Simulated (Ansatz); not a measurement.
**Run report: Ge₃Si, geometry relaxation (part 1 of 2)**

- system: Ge₃Si (Pm-3m, 4 atoms in the cell)
- method: DFT r2SCAN, scalar-relativistic, plane waves, PAW, no spin polarisation (Ansatz 0.2.0)

The structure was made by swapping elements on the sites of another compound; it need not be a known phase. It belongs to a series of runs on one base structure; here: Cu3Au (L1_2) type (Pm-3m, No. 221).

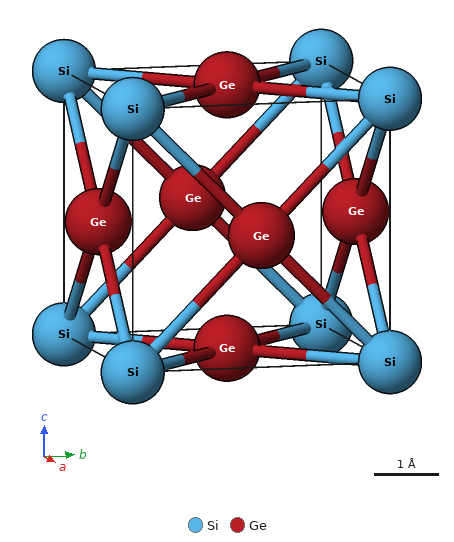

*The starting structure (ball-and-stick view of the cell of the calculation, seen slightly off an axis).*

**Input**
```yaml
crystal:
  lattice:
    - [4.2102582033, 0.0, 0.0]
    - [0.0, 4.2102582033, 0.0]
    - [0.0, 0.0, 4.2102582033]
  atoms:
    - { symbol: Si, position: [0.0, 0.0, 0.0] }
    - { symbol: Ge, position: [0.0, 0.5, 0.5] }
    - { symbol: Ge, position: [0.5, 0.0, 0.5] }
    - { symbol: Ge, position: [0.5, 0.5, 0.0] }
basis:
  ecutwfc: 500
kpoints:
  mp_grid: { grid: [12, 12, 12] }
hamiltonian:
  xc: r2scan
scf:
  occupations: { method: gaussian, width: 0.1 }
output:
  forces: true
  stress: true
  eigenvalues: true
relax:
  adjacent_minimum: "off"
  f_tol: 0.01
  max_steps: 80
  cell: { stress_tol: 0.05 }
```

Command:
```bash
ansatz run input.yaml --threads 1 --pin off --max-ram 2560MiB --backend cpu --events-out ev --progress --plain --runs-dir out
```

**The program's output**
```
Engine: ansatz 0.2.0, x86_64-unknown-linux-gnu
Pseudopotentials: kind: paw
Pseudopotential: Si, paw, valence charge 4, recommended cutoff 500 eV (meta_gga), Si.paw.azcp
Pseudopotential: Ge, paw, valence charge 14, recommended cutoff 500 eV (meta_gga), Ge.paw.azcp
Functional definition: r2SCAN
  parameter k0 = 0.174
  parameter k1 = 0.065
  parameter a1 = 4.9479
  exchange = r2scan_x(k0 = k0, k1 = k1, a1 = a1)
  correlation = r2scan_c
Crystal: 4 atoms, lattice volume = 74.632 Å³
Basis set: ecut = 500 eV, 1863 PW (Γ), exchange–correlation on 128×128×128 points (64 copies of the dense FFT grid, shifted against one another)
Bands: 28, of which v1, the nominal top of the filled ones, is band 23 counted from 1 (22 counted from 0)
Symmetry: 48 space group operations
Space group: Pm-3m (ITA 221), of the structure as read, at distance tolerance 4.2e-5 Å
k-points: 84 of 1728
Non-local potential: Si, projectors of the file, l = 0: 2, l = 1: 2, l = 2: 2
Non-local potential: Ge, projectors of the file, l = 0: 2, l = 1: 2, l = 2: 3, l = 3: 1
PAW form: soft (Blöchl's): semilocal exchange-correlation on the pseudo side does not see the compensation charge
PAW frozen core: Si, regenerated for the run's functional (the file was generated under x = pbe(κ = 0.804, μ = 0.2195149727645171), c = pbe(β = 0.06672455060314922))
PAW frozen core: Ge, regenerated for the run's functional (the file was generated under x = pbe(κ = 0.804, μ = 0.2195149727645171), c = pbe(β = 0.06672455060314922))
PAW one-centre angular grid: Si, 302 points (default); XC on 160 Gauss nodes
PAW one-centre angular grid: Ge, 590 points (default); XC on 160 Gauss nodes
Initial density: superposition of atomic densities (neutral atoms: chi_scale 0, normalization atom), corrected by the library's trained network
Initial wavefunctions: pseudopotential atomic-orbital guess
Functional: x = r2scan, c = r2scan; τ floored in thin density (d = 2e-4 eV/Å³)
SCF iter   1: F=—  HF=-13545.022074 eV  |F-HF|=—  |Δ(HF+E_count)|=         —  Δρ=6.72e-3  dr2=2.97e-2  dr2_τ=1.36e-3  ethr=1.77e-3  ⟨swp⟩=5.9  Hψ=9655  notcnv=0
preconditioner: auto → Kerker (q_TF=auto, 2.517 Å⁻¹)  [metal: Δε(μ)=0.040 eV  Ē_g=21.352 eV  σ=0.100 eV  W_gap=0.22  n_scr=18 (ndim 8)  ℏωp=29.2 eV  f_vac=0.000  D(μ)=1.87/eV (n_scr^D=18)]
SCF iter   2: F=—  HF=-13545.042261 eV  |F-HF|=—  |Δ(HF+E_count)|=   2.02e-2  Δρ=2.61e-3  dr2=6.32e-3  dr2_τ=3.95e-5  ethr=6.45e-5  ⟨swp⟩=2.0  Hψ=5321  notcnv=0  defer=55
SCF iter   3: F=—  HF=-13545.043497 eV  |F-HF|=—  |Δ(HF+E_count)|=   1.24e-3  Δρ=1.70e-3  dr2=2.47e-3  dr2_τ=1.42e-5  ethr=1.37e-5  ⟨swp⟩=1.9  Hψ=2492  notcnv=0  defer=55
SCF iter   4: F=—  HF=-13545.044877 eV  |F-HF|=—  |Δ(HF+E_count)|=   1.38e-3  Δρ=3.96e-4  dr2=1.26e-4  dr2_τ=5.52e-7  ethr=5.38e-6  ⟨swp⟩=2.0  Hψ=2982  notcnv=0  defer=55
SCF iter   5: F=—  HF=-13545.045061 eV  |F-HF|=—  |Δ(HF+E_count)|=   1.84e-4  Δρ=1.16e-4  dr2=1.29e-5  dr2_τ=3.57e-8  ethr=2.75e-7  ⟨swp⟩=2.0  Hψ=2978  notcnv=0  defer=55
SCF iter   6: F=—  HF=-13545.045074 eV  |F-HF|=—  |Δ(HF+E_count)|=   1.28e-5  Δρ=1.50e-5  dr2=1.50e-7  dr2_τ=4.45e-9  ethr=2.80e-8  ⟨swp⟩=2.0  Hψ=2985  notcnv=0  defer=55
SCF iter   7: F=-13545.045074 eV  HF=-13545.045074 eV  |F-HF|=2.02e-10  |Δ(HF+E_count)|=   5.66e-8  Δρ=4.70e-6  dr2=1.97e-8  dr2_τ=1.11e-10  ethr=2.17e-10  ⟨swp⟩=7.1  Hψ=9280  notcnv=0
SCF 1 converged in 7 iterations: F = -13545.045074 eV  dr2 = 1.97e-8
  greatest PAW one-centre occupation: 0.998 electrons in one spin orbital (limit 2), on the Ge atom at site 1 (counted from 0), in its partial waves of l = 2
relax step   1: F+E_penalty+E_count = -13545.04507401 eV  Δ(F+E_penalty+E_count) = +0.000e0 eV  max|allowed force component| = 1.979e-29 eV/Å  Δτ_max = 0.0000 Å  P = -2.213 GPa  Ω = 74.632 Å³  (7 SCF iters, dr2 threshold 1.00e-7 eV, accepted)
Crystal: 4 atoms, lattice volume = 70.952 Å³
Basis set: ecut = 500 eV, 1791 PW (Γ), exchange–correlation on 128×128×128 points (64 copies of the dense FFT grid, shifted against one another)
Initial density: handed on by an earlier stage of this run
Initial wavefunctions: those handed on with the density
iter 1 solved again at ethr=8.68e-7 eV; its pass at ethr=3.10e-3 eV (dr2=3.99e-4 eV) is discarded
SCF iter   1: F=—  HF=-13545.028169 eV  |F-HF|=—  |Δ(HF+E_count)|=         —  Δρ=8.96e-4  dr2=4.02e-4  dr2_τ=7.21e-3  ethr=8.68e-7  ⟨swp⟩=2.2  Hψ=13755  notcnv=0
preconditioner: auto → Kerker (q_TF=auto, 2.538 Å⁻¹)  [metal: Δε(μ)=0.045 eV  Ē_g=21.353 eV  σ=0.100 eV  W_gap=0.25  n_scr=18 (ndim 8)  ℏωp=29.9 eV  f_vac=0.000  D(μ)=1.62/eV (n_scr^D=6)]
SCF iter   2: F=—  HF=-13545.057937 eV  |F-HF|=—  |Δ(HF+E_count)|=   2.98e-2  Δρ=6.68e-4  dr2=3.55e-4  dr2_τ=2.76e-6  ethr=8.68e-7  ⟨swp⟩=2.4  Hψ=4366  notcnv=0
SCF iter   3: F=—  HF=-13545.057977 eV  |F-HF|=—  |Δ(HF+E_count)|=   3.98e-5  Δρ=3.74e-4  dr2=8.27e-5  dr2_τ=8.40e-7  ethr=7.72e-7  ⟨swp⟩=3.0  Hψ=4358  notcnv=0
SCF iter   4: F=—  HF=-13545.058013 eV  |F-HF|=—  |Δ(HF+E_count)|=   3.59e-5  Δρ=1.08e-4  dr2=7.69e-6  dr2_τ=1.54e-7  ethr=1.80e-7  ⟨swp⟩=2.0  Hψ=4291  notcnv=0
SCF iter   5: F=—  HF=-13545.058012 eV  |F-HF|=—  |Δ(HF+E_count)|=   3.74e-7  Δρ=3.97e-5  dr2=1.38e-6  dr2_τ=4.88e-9  ethr=1.67e-8  ⟨swp⟩=2.0  Hψ=4288  notcnv=0
SCF iter   6: F=-13545.058013 eV  HF=-13545.058013 eV  |F-HF|=6.03e-8  |Δ(HF+E_count)|=   1.08e-6  Δρ=9.93e-6  dr2=9.08e-8  dr2_τ=3.60e-10  ethr=8.70e-10  ⟨swp⟩=5.1  Hψ=9178  notcnv=0
SCF 2 converged in 6 iterations: F = -13545.058013 eV  dr2 = 9.08e-8
  greatest PAW one-centre occupation: 0.998 electrons in one spin orbital (limit 2), on the Ge atom at site 3 (counted from 0), in its partial waves of l = 2
relax step   2: F+E_penalty+E_count = -13545.05801335 eV  Δ(F+E_penalty+E_count) = -1.294e-2 eV  max|allowed force component| = 2.531e-30 eV/Å  Δτ_max = 0.0000 Å  P = +1.334 GPa  Ω = 70.952 Å³  energy of the carried Pulay correction = +1.056e-3 eV  (6 SCF iters, dr2 threshold 4.00e-7 eV, accepted)
Crystal: 4 atoms, lattice volume = 72.293 Å³
Basis set: ecut = 500 eV, 1839 PW (Γ), exchange–correlation on 128×128×128 points (64 copies of the dense FFT grid, shifted against one another)
iter 1 solved again at ethr=2.02e-7 eV; its pass at ethr=3.10e-3 eV (dr2=9.28e-5 eV) is discarded
SCF iter   1: F=—  HF=-13545.057024 eV  |F-HF|=—  |Δ(HF+E_count)|=         —  Δρ=4.06e-4  dr2=8.96e-5  dr2_τ=1.03e-3  ethr=2.02e-7  ⟨swp⟩=2.1  Hψ=11969  notcnv=0
preconditioner: auto → Kerker (q_TF=auto, 2.530 Å⁻¹)  [metal: Δε(μ)=0.014 eV  Ē_g=21.287 eV  σ=0.100 eV  W_gap=0.08  n_scr=18 (ndim 8)  ℏωp=29.6 eV  f_vac=0.000  D(μ)=1.69/eV (n_scr^D=6)]
SCF iter   2: F=—  HF=-13545.062823 eV  |F-HF|=—  |Δ(HF+E_count)|=   5.80e-3  Δρ=2.51e-4  dr2=6.18e-5  dr2_τ=5.77e-7  ethr=1.95e-7  ⟨swp⟩=2.2  Hψ=4318  notcnv=0
SCF iter   3: F=—  HF=-13545.062821 eV  |F-HF|=—  |Δ(HF+E_count)|=   2.03e-6  Δρ=1.55e-4  dr2=1.92e-5  dr2_τ=1.27e-7  ethr=1.34e-7  ⟨swp⟩=2.6  Hψ=4330  notcnv=0
SCF iter   4: F=—  HF=-13545.062824 eV  |F-HF|=—  |Δ(HF+E_count)|=   3.31e-6  Δρ=4.25e-5  dr2=1.38e-6  dr2_τ=2.35e-8  ethr=4.18e-8  ⟨swp⟩=3.0  Hψ=4340  notcnv=0
SCF iter   5: F=-13545.062824 eV  HF=-13545.062824 eV  |F-HF|=8.55e-8  |Δ(HF+E_count)|=   1.44e-7  Δρ=1.61e-5  dr2=2.30e-7  dr2_τ=8.42e-10  ethr=8.70e-10  ⟨swp⟩=5.2  Hψ=10361  notcnv=0
SCF 3 converged in 5 iterations: F = -13545.062824 eV  dr2 = 2.30e-7
  greatest PAW one-centre occupation: 0.998 electrons in one spin orbital (limit 2), on the Ge atom at site 2 (counted from 0), in its partial waves of l = 2
relax step   3: F+E_penalty+E_count = -13545.06282408 eV  Δ(F+E_penalty+E_count) = -4.811e-3 eV  max|allowed force component| = 9.861e-30 eV/Å  Δτ_max = 0.0000 Å  P = -0.068 GPa  Ω = 72.293 Å³  energy of the carried Pulay correction = +6.653e-4 eV  (5 SCF iters, dr2 threshold 4.00e-7 eV, accepted)
Crystal: 4 atoms, lattice volume = 72.227 Å³
iter 1 solved again at ethr=4.52e-10 eV; its pass at ethr=3.10e-3 eV (dr2=2.08e-7 eV) is discarded
SCF iter   1: F=—  HF=-13545.062845 eV  |F-HF|=—  |Δ(HF+E_count)|=         —  Δρ=2.16e-5  dr2=2.26e-7  dr2_τ=2.45e-6  ethr=4.52e-10  ⟨swp⟩=2.4  Hψ=11688  notcnv=0
preconditioner: auto → Kerker (q_TF=auto, 2.531 Å⁻¹)  [metal: Δε(μ)=0.020 eV  Ē_g=21.285 eV  σ=0.100 eV  W_gap=0.11  n_scr=18 (ndim 8)  ℏωp=29.6 eV  f_vac=0.000  D(μ)=1.70/eV (n_scr^D=6)]
SCF iter   2: F=—  HF=-13545.062858 eV  |F-HF|=—  |Δ(HF+E_count)|=   1.27e-5  Δρ=1.40e-5  dr2=1.77e-7  dr2_τ=1.60e-9  ethr=4.52e-10  ⟨swp⟩=2.0  Hψ=4306  notcnv=0
SCF iter   3: F=—  HF=-13545.062858 eV  |F-HF|=—  |Δ(HF+E_count)|=   1.31e-8  Δρ=6.62e-6  dr2=2.73e-8  dr2_τ=2.57e-10  ethr=3.85e-10  ⟨swp⟩=2.8  Hψ=4064  notcnv=0
SCF iter   4: F=-13545.062858 eV  HF=-13545.062858 eV  |F-HF|=2.77e-9  |Δ(HF+E_count)|=   1.28e-8  Δρ=2.23e-6  dr2=3.94e-9  dr2_τ=5.48e-11  ethr=2.51e-11  ⟨swp⟩=4.0  Hψ=7251  notcnv=0
SCF 4 converged in 4 iterations: F = -13545.062858 eV  dr2 = 3.94e-9
relax step   4: F+E_penalty+E_count = -13545.06285770 eV  Δ(F+E_penalty+E_count) = -3.362e-5 eV  max|allowed force component| = 6.459e-30 eV/Å  Δτ_max = 0.0000 Å  P = -0.002 GPa  Ω = 72.227 Å³  energy of the carried Pulay correction = +6.844e-4 eV  (4 SCF iters, dr2 threshold 1.16e-8 eV, accepted)
Initial wavefunctions: pseudopotential atomic-orbital guess (no wavefunctions were taken with the density)
iter 1 solved again at ethr=3.29e-9 eV; its pass at ethr=3.10e-3 eV (dr2=1.52e-6 eV) is discarded
SCF iter   1: F=—  HF=-13545.062229 eV  |F-HF|=—  |Δ(HF+E_count)|=         —  Δρ=2.73e-5  dr2=9.95e-8  dr2_τ=4.26e-7  ethr=3.29e-9  ⟨swp⟩=3.2  Hψ=16843  notcnv=0
preconditioner: auto → Kerker (q_TF=auto, 2.531 Å⁻¹)  [metal: Δε(μ)=0.019 eV  Ē_g=21.285 eV  σ=0.100 eV  W_gap=0.11  n_scr=18 (ndim 8)  ℏωp=29.6 eV  f_vac=0.000  D(μ)=1.70/eV (n_scr^D=6)]
SCF iter   2: F=—  HF=-13545.062230 eV  |F-HF|=—  |Δ(HF+E_count)|=   4.78e-7  Δρ=2.04e-5  dr2=1.08e-7  dr2_τ=9.10e-9  ethr=2.16e-10  ⟨swp⟩=2.0  Hψ=4288  notcnv=0
SCF iter   3: F=—  HF=-13545.062230 eV  |F-HF|=—  |Δ(HF+E_count)|=   1.11e-7  Δρ=6.80e-6  dr2=1.46e-8  dr2_τ=1.20e-9  ethr=2.16e-10  ⟨swp⟩=2.0  Hψ=3031  notcnv=0
SCF iter   4: F=—  HF=-13545.062230 eV  |F-HF|=—  |Δ(HF+E_count)|=  8.95e-10  Δρ=1.14e-6  dr2=7.30e-10  dr2_τ=1.31e-11  ethr=3.17e-11  ⟨swp⟩=3.0  Hψ=4309  notcnv=0
SCF iter   5: F=—  HF=-13545.062230 eV  |F-HF|=—  |Δ(HF+E_count)|=  7.60e-10  Δρ=2.42e-7  dr2=4.47e-11  dr2_τ=1.04e-12  ethr=1.59e-12  ⟨swp⟩=2.0  Hψ=4286  notcnv=0
SCF iter   6: F=-13545.062230 eV  HF=-13545.062230 eV  |F-HF|=1.09e-11  |Δ(HF+E_count)|=  2.00e-11  Δρ=7.34e-8  dr2=5.89e-12  dr2_τ=4.90e-14  ethr=1.00e-12  ⟨swp⟩=4.0  Hψ=7169  notcnv=0
SCF 5 converged in 6 iterations: F = -13545.062230 eV  dr2 = 5.89e-12
relax step   5: F+E_penalty+E_count = -13545.06222996 eV  Δ(F+E_penalty+E_count) = +6.277e-4 eV  max|allowed force component| = 1.321e-29 eV/Å  Δτ_max = 0.0000 Å  P = -0.009 GPa  Ω = 72.227 Å³  stress off target by 9.17e-3 GPa  SCF on the basis re-selected at this cell (its energy is not comparable with the rows above)  (6 SCF iters)
```

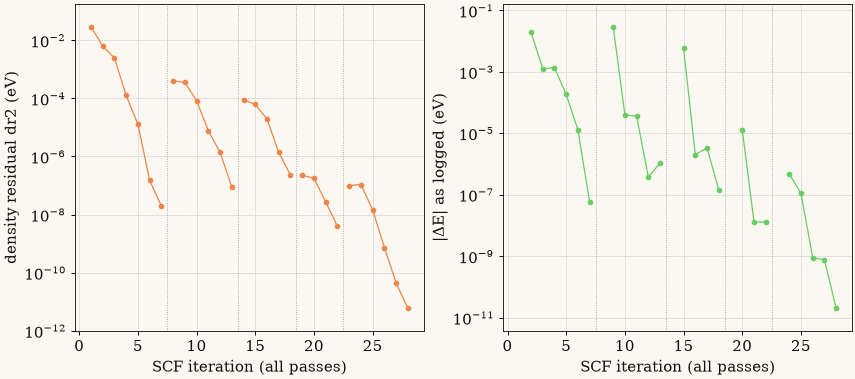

*Convergence of the self-consistent field: density residual dr2 and size of the energy change against the SCF iteration. The dotted lines part the SCF passes of the relaxation: geometry steps, rejected trials and re-solves on a re-selected basis.*

The 5 passes take 4 to 7 iterations each, 28 in all.
